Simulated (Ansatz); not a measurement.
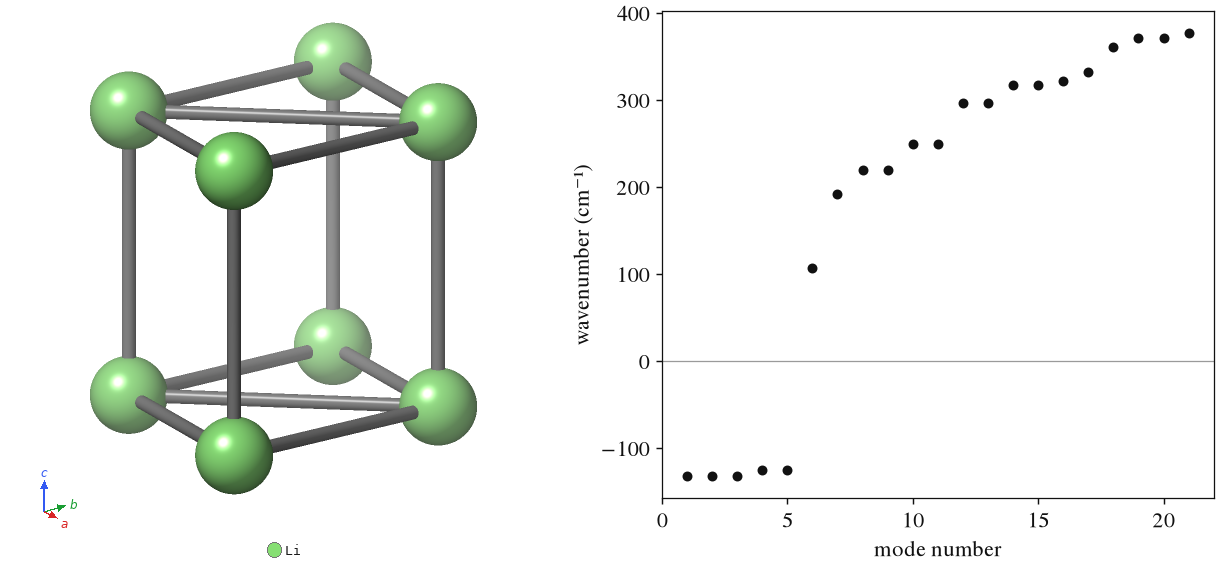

The figure shows the zone-centre optical phonon frequencies (the three acoustic modes are left out) for Li, space group P6/mmm (No. 191). Imaginary frequencies are drawn as negative. The conventional cell is drawn beside the plot.

Structure:
```xyz
8
Lattice="5.0904 0.0000 0.0000 0.0000 5.8868 0.0000 0.0000 0.0000 5.4331" Properties=species:S:1:pos:R:3 pbc="T T T"
Li    1.2726    3.6792    0.0000
Li    1.2726    3.6792    2.7166
Li    3.8178    2.2076    0.0000
Li    3.8178    2.2075    2.7166
Li    1.2726    0.7358    2.7166
Li    1.2726    0.7358    0.0000
Li    3.8178    5.1509    0.0000
Li    3.8178    5.1510    2.7166
```

Method: harmonic phonon frequencies at the zone centre with atoms at rest in the given cell, without the long-range term of polar modes, the three translations left out, imaginary frequencies are negative; plane waves with PAW datasets, Γ-centred k mesh (Ansatz 0.2.0). Level: PBE, no spin polarisation.

- wave cutoff: 420 eV
- k mesh: 8×6×8
- occupations: Fermi–Dirac
- smearing width: 0.15 eV
- pressure: 0 GPa
- phonon method: linear response

> What do the frequencies say about stability?

Five modes are imaginary, the softest at 132.6i cm⁻¹, so the structure is dynamically unstable.

> Where does the highest mode lie?

The highest mode lies at 376.1 cm⁻¹.

Note: metal sensitive to the k mesh.
